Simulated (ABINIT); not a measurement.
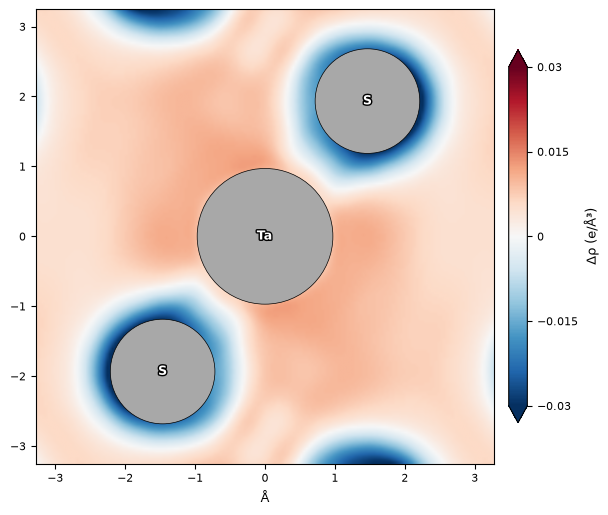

TaS₂. Difference of the valence pseudo-densities of two functionals at the same geometry, on the (110) plane of the calculation cell: SOGGA less HCTH407.

Both computed with ABINIT (plane waves, PAW), on the same k-point mesh. Grey discs cover the atomic cores.

Q: Where does the change of functional move the electrons?

A: Against HCTH407, SOGGA gives more density around Ta (+0.008 e/Å³ on average at 1.2 Å from the nucleus), less density around S (−0.016 e/Å³ on average at 0.9 Å from the nucleus) and more density in the space between the atoms (+0.006 e/Å³ on average).
